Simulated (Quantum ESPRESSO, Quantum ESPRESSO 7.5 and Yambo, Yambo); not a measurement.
## GaAs (F-43m): G0W0 with Yambo, start to end

Wanted: ground state, empty states, screening and self-energy for GaAs (F-43m).

Main program and level: Quantum ESPRESSO 7.5 and Yambo 5.3.0; PBE and many-body steps on it, plane waves.

**The experiments to reproduce.**

- Gap 1.51 eV: band-edge emission energy from PL (direct gap at Gamma); photoluminescence, 633 nm excitation; 77 K; bulk crystal (MBE GaAs matrix around a thin InAs wetting layer on semi-insulating GaAs (100)) (“Photoluminescence of InAs/GaAs quantum dots under direct two-photon excitation”, 2020, pmc:7331710).

- Gap 1.412 ± 0.01 eV: direct gap E0 at Gamma from ellipsometry; variable-angle spectroscopic ellipsometry, parametric critical-point fit; 300 K; bulk crystal (semi-insulating GaAs(001) reference substrate with native oxide) (“Evidence of valence band perturbations in GaAsN/GaAs(001): A combined variable-angle spectroscopic ellipsometry and modulated photoreflectance investigation”, 2008, arxiv:0805.2212).

- Gap 1.42 eV: fundamental direct gap E0 at Gamma, seen as sharp points in Psi and Delta; spectroscopic ellipsometry; 300 K; bulk crystal (semi-insulating GaAs (100) substrate) (“Ellipsometric study of the Electronic Structure of GaMnAs and LT-GaAs”, 2004, arxiv:cond-mat/0404304).

- Gap 1.418 ± 0.005 eV: direct gap E0 at Gamma from PR; modulated photoreflectance, low-field lineshape fit; 300 K; bulk crystal (semi-insulating GaAs(001) reference substrate) (“Evidence of valence band perturbations in GaAsN/GaAs(001): A combined variable-angle spectroscopic ellipsometry and modulated photoreflectance investigation”, 2008, arxiv:0805.2212).

This is a report of a sequence of runs, with most program output left out.

## Step 1: The starting structure

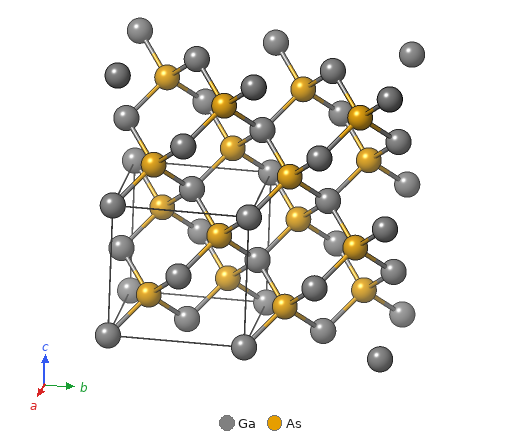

The cell as given, slightly off an axis (gallium grey, arsenic orange). 1×2×2 cells are drawn. This picture shows the conventional cell, with its axes. Bonds to atoms that aren't drawn are left out. Some periodic images of atoms are drawn too.

The cell and positions come from the Crystallography Open Database and are kept as given unless a step says otherwise.

## Step 2: Ground state

This step: Quantum ESPRESSO 7.5; DFT, PBE, plane waves, norm-conserving pseudopotentials.

The ground-state density comes first.

pw.in

```
&control
  calculation = 'scf'
  prefix = 'x'
  outdir = 'o'
  pseudo_dir = 'pseudo'
/
&system
  ibrav = 0
  nat = 2
  ntyp = 2
  ecutwfc = 104.0
  nbnd = 27
  force_symmorphic = .true.
/
&electrons
  conv_thr = 1e-10
  electron_maxstep = 80
  mixing_beta = 0.5
/
ATOMIC_SPECIES
  Ga 69.723 Ga.upf
  As 74.922 As.upf
CELL_PARAMETERS angstrom
  0.0000000000 2.8268500000 2.8268500000
  2.8268500000 0.0000000000 2.8268500000
  2.8268500000 2.8268500000 0.0000000000
ATOMIC_POSITIONS crystal
  Ga 0.0000000000 0.0000000000 0.0000000000
  As 0.2500000000 0.2500000000 0.2500000000
K_POINTS automatic
  6 6 6 0 0 0
```

Command:

```console
> OMP_NUM_THREADS=1 mpirun -n 4 pw.x -nk 4 -in pw.in > pw.out
```

The job ended after 13 s (4 MPI ranks of Arm Neoverse V1, shared host; peak memory 0.34 GiB).

Numbers from this step:

- total energy: -15064.4168 eV
- gap: 0.5181 eV
- k of the valence top: 0, 0, 0
- k of the conduction bottom: 0, 0, 0
- least direct gap: 0.5181 eV

The gap is direct, at Γ.

## Step 3: Bands along the symmetry lines

The cheap functional maps the bands first; the places of the edges decide which points the dearer methods must see.

pw.in

```
&control
  calculation = 'bands'
  prefix = 'x'
  outdir = 'o'
  pseudo_dir = 'pseudo'
/
&system
  ibrav = 0
  nat = 2
  ntyp = 2
  ecutwfc = 104.0
  nbnd = 28
  force_symmorphic = .true.
/
&electrons
  conv_thr = 1e-9
  electron_maxstep = 80
  diago_full_acc = .true.
  diago_thr_init = 5e-6
/
ATOMIC_SPECIES
  Ga 69.723 Ga.upf
  As 74.922 As.upf
CELL_PARAMETERS angstrom
  0.0000000000 2.8268500000 2.8268500000
  2.8268500000 0.0000000000 2.8268500000
  2.8268500000 2.8268500000 0.0000000000
ATOMIC_POSITIONS crystal
  Ga 0.0000000000 0.0000000000 0.0000000000
  As 0.2500000000 0.2500000000 0.2500000000
K_POINTS crystal
  50
  0.00000000 0.00000000 0.00000000 1
  -0.06250000 -0.06250000 0.00000000 1
  -0.12500000 -0.12500000 0.00000000 1
  -0.18750000 -0.18750000 0.00000000 1
  -0.25000000 -0.25000000 0.00000000 1
  -0.31250000 -0.31250000 0.00000000 1
  -0.37500000 -0.37500000 0.00000000 1
  -0.43750000 -0.43750000 0.00000000 1
  -0.50000000 -0.50000000 0.00000000 1
  -0.48437500 -0.48437500 0.03125000 1
  -0.46875000 -0.46875000 0.06250000 1
  -0.45312500 -0.45312500 0.09375000 1
  -0.43750000 -0.43750000 0.12500000 1
  -0.42187500 -0.42187500 0.15625000 1
  -0.40625000 -0.40625000 0.18750000 1
  -0.39062500 -0.39062500 0.21875000 1
  -0.37500000 -0.37500000 0.25000000 1
  -0.37500000 0.00000000 0.37500000 1
  -0.32812500 0.00000000 0.32812500 1
  -0.28125000 0.00000000 0.28125000 1
  -0.23437500 0.00000000 0.23437500 1
  -0.18750000 0.00000000 0.18750000 1
  -0.14062500 0.00000000 0.14062500 1
  -0.09375000 0.00000000 0.09375000 1
  -0.04687500 0.00000000 0.04687500 1
  0.00000000 0.00000000 0.00000000 1
  0.00000000 0.00000000 0.06250000 1
  0.00000000 0.00000000 0.12500000 1
  0.00000000 0.00000000 0.18750000 1
  0.00000000 0.00000000 0.25000000 1
  0.00000000 0.00000000 0.31250000 1
  0.00000000 0.00000000 0.37500000 1
  0.00000000 0.00000000 0.43750000 1
  -0.00000000 -0.00000000 0.50000000 1
  -0.06250000 -0.03125000 0.46875000 1
  -0.12500000 -0.06250000 0.43750000 1
  -0.18750000 -0.09375000 0.40625000 1
  -0.25000000 -0.12500000 0.37500000 1
  -0.31250000 -0.15625000 0.34375000 1
  -0.37500000 -0.18750000 0.31250000 1
  -0.43750000 -0.21875000 0.28125000 1
  -0.50000000 -0.25000000 0.25000000 1
  -0.50000000 -0.28125000 0.21875000 1
  -0.50000000 -0.31250000 0.18750000 1
  -0.50000000 -0.34375000 0.15625000 1
  -0.50000000 -0.37500000 0.12500000 1
  -0.50000000 -0.40625000 0.09375000 1
  -0.50000000 -0.43750000 0.06250000 1
  -0.50000000 -0.46875000 0.03125000 1
  -0.50000000 -0.50000000 0.00000000 1
```

It took 7.8 s on 4 MPI ranks; peak memory 0.27 GiB; 31 s of CPU time.

Numbers from this step:

```
gap                        : 0.5181 eV
k of the valence top       : 0, 0, 0
k of the conduction bottom : 0, 0, 0
least direct gap           : 0.5181 eV
```

The gap is 0.518 eV, as in the run before at this level.

Electronic bands along the path, in eV, zero at the top of the highest filled band:

```tsv
point	band 19	band 20	band 21	band 22	band 23	band 24	band 25	band 26
Γ	-12.73	0.00	0.00	0.00	0.52	3.74	3.74	3.74
X	-10.22	-6.81	-2.68	-2.68	1.47	1.66	10.18	10.18
U	-10.26	-6.63	-3.86	-2.26	1.97	4.64	7.96	8.07
jump to K	-10.26	-6.63	-3.86	-2.26	1.97	4.64	7.96	8.07
Γ	-12.73	0.00	0.00	0.00	0.52	3.74	3.74	3.74
L	-10.96	-6.63	-1.14	-1.14	1.00	4.64	4.64	7.76
W	-10.17	-6.63	-3.53	-3.34	4.62	4.73	5.42	6.05
X	-10.22	-6.81	-2.68	-2.68	1.47	1.66	10.18	10.18
```

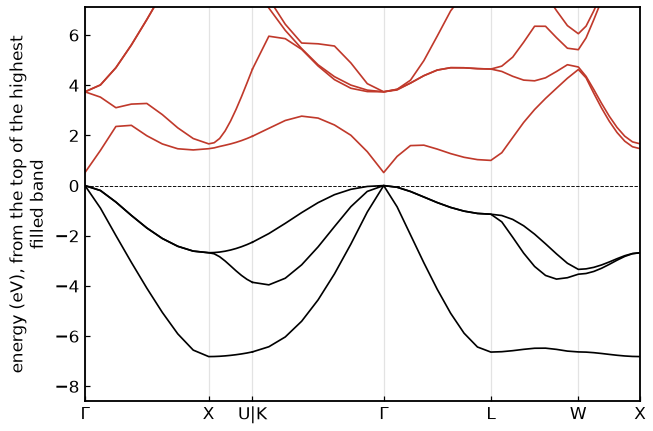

Electronic bands along the path; lines of filled and empty bands in two colours.

## Step 4: Empty states on the mesh, 4×4×4 mesh, 210 bands

The sums over transitions need many empty states on a uniform mesh; this step solves for them.

pw.in

```
&control
  calculation = 'nscf'
  prefix = 'x'
  outdir = 'o'
  pseudo_dir = 'pseudo'
/
&system
  ibrav = 0
  nat = 2
  ntyp = 2
  ecutwfc = 104.0
  nbnd = 210
  force_symmorphic = .true.
/
&electrons
  conv_thr = 1e-9
  electron_maxstep = 80
  diago_full_acc = .true.
  diago_thr_init = 5e-6
/
ATOMIC_SPECIES
  Ga 69.723 Ga.upf
  As 74.922 As.upf
CELL_PARAMETERS angstrom
  0.0000000000 2.8268500000 2.8268500000
  2.8268500000 0.0000000000 2.8268500000
  2.8268500000 2.8268500000 0.0000000000
ATOMIC_POSITIONS crystal
  Ga 0.0000000000 0.0000000000 0.0000000000
  As 0.2500000000 0.2500000000 0.2500000000
K_POINTS automatic
  4 4 4 0 0 0
```

It took 24 s on 4 MPI ranks; peak memory 0.6 GiB; 95 s of CPU time.

This step gave:

```
gap                                                           : 0.5181 eV
k of the valence top                                          : 0, 0, 0
k of the conduction bottom                                    : 0, 0, 0
least direct gap                                              : 0.5181 eV
k points computed                                             : 8
lowest point of the top converged band, above the valence top : 137.6153 eV
```

On this mesh the gap is 0.518 eV.

## Step 5: Conversion and set-up

This step: Yambo 5.3.0; conversion and set-up on PBE, plane waves, norm-conserving pseudopotentials.

The states are converted to the many-body program's format and the q mesh is built.

Command:

```console
> (cd o/x.save; p2y > p2y.log; mv SAVE ../..); yambo > setup.log
```

Elapsed: 3.2 s, on 1 MPI rank; peak memory 0.26 GiB.

## Step 6: Screening and self-energy, 4×4×4 mesh, 210 bands, screening to 210.9 eV

G0W0 replaces the xc potential by the self-energy, built once from these orbitals. Only a window of levels is corrected, while the sums run over the empty bands that the input names.

This step: G0W0 on PBE, plane waves, norm-conserving pseudopotentials.

gw1.in

```
HF_and_locXC
gw0
dyson
ppa
em1d
rim_cut
RandQpts= 1000000
RandGvec= 1 RL
EXXRLvcs= 104 Ry
VXCRLvcs= 416 Ry
Chimod= "HARTREE"
% BndsRnXp
 1 | 210 |
%
NGsBlkXp= 15.5 Ry
% LongDrXp
 1 | 1 | 1 |
%
% GbndRnge
 1 | 210 |
%
DysSolver= "n"
ExtendOut
PPAPntXp= 27.21138 eV
% QPkrange
 1 | 8 | 20 | 26 |
%
```

Command:

```console
> OMP_NUM_THREADS=1 mpirun -n 4 yambo -F gw1.in -J gw1 -C gw1 > gw1.log
```

The job ended after 19 min (4 MPI ranks; peak memory 2.3 GiB; 76 min of CPU time).

Numbers from this step:

```
G0W0 gap on the mesh                         : 1.142 eV
starting gap on the mesh                     : 0.5181 eV
k of the valence top                         : 0, 0, 0
k of the conduction bottom                   : 0, 0, 0
least direct G0W0 gap on the computed points : 1.142 eV
Z at the valence top                         : 0.7950
Z at the conduction bottom                   : 0.7981
```

The gap on the mesh goes from 0.52 eV to 1.14 eV, a correction of +0.62 eV.

Limits: finite bands, cutoff and mesh; no spin-orbit coupling; coarse k mesh. v1 is the top filled band, c1 the lowest empty one. The levels before and after the correction (eV, zero at the valence-band top of each column):

```tsv
	conduction bottom	valence top
Kohn-Sham	0.52	0.00
G0W0	1.14	0.00
```

```tsv
	level	energy (eV)
Kohn-Sham	Γ v3-v1	0.000
Kohn-Sham	Γ c1	0.518
Kohn-Sham	Γ c2-c4	3.737
G0W0	Γ v3-v1	0.000
G0W0	Γ c1	1.142
G0W0	Γ c2-c4	4.325
```

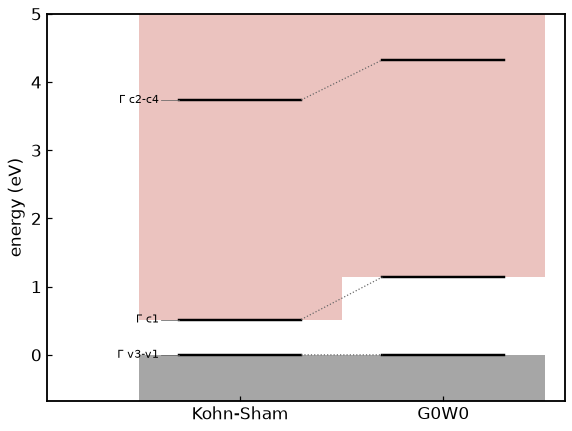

Levels before and after the correction. Shaded: valence and conduction bands.

## Step 7: Where the time went

Times are wall times on the hardware named with each run, good to a factor of about two.

```tsv
step	time	share	memory (GiB)
ground state	13 s	1 %	0.34
bands along the symmetry lines	7.8 s	1 %	0.27
empty states on the mesh	24 s	2 %	0.6
conversion and set-up	3.2 s	0 %	0.26
screening and self-energy	19 min	96 %	2.3
```

## Step 8: What came out

| Item | Value |
| --- | --- |
| PBE gap | 0.52 eV, direct |
| G0W0 gap on the mesh | 1.14 eV |
| GW settings | 4×4×4 mesh, 210 bands, screening to 210.9 eV, Godby-Needs plasmon pole |
| known limits | not at the basis limit; no spin-orbit coupling; coarse k mesh |

In words: G0W0 moves the gap on the mesh from 0.52 eV to 1.14 eV (+0.62 eV), with Z of 0.79 and 0.80 at the edges. The dearest step here is «screening and self-energy». Against experiment, by G0W0@PBE: the direct gap of 1.14 eV lies −0.37 eV from the measured 1.51 eV (exciton, 77 K, 2020); the direct gap of 1.14 eV lies −0.27 eV from the measured 1.412 ± 0.01 eV (direct, 300 K, 2008); the direct gap of 1.14 eV lies −0.28 eV from the measured 1.42 eV (direct, 300 K, 2004); the direct gap of 1.14 eV lies −0.28 eV from the measured 1.418 ± 0.005 eV (direct, 300 K, 2008). An exciton line or allowed optical edge lies below the quasiparticle gap by the binding energy; a forbidden edge can push the onset above it. The calculation has static nuclei and no excitons; a measured gap holds zero-point and thermal motion, which mostly lowers it. Bands and cutoff are finite, so the gap is not at the basis limit. The miss can reach some tenths of an eV and take either sign; the mesh is an error of its own. The 4×4×4 mesh is coarse for this cell, which bears on the long-range parts of exchange and screening. The many-body steps are scalar-relativistic: spin-orbit coupling is not in them.

[Paths, hosts, dates, memory and timing lines, banners, echoed tables and standing remarks are left out of the program output.]

[Logs are printed without paths, hosts, clocks, repeated set-up lines and the standing remarks that a program may print on its own settings, such as how far it seeks lower states.]

[Runs of the session that timed out or met a known fault of the program may be left out.]

[Hosts, paths, dates, database ids (printed as entryN), source tags and the programs' standing remarks are cut or masked in the printed files.]
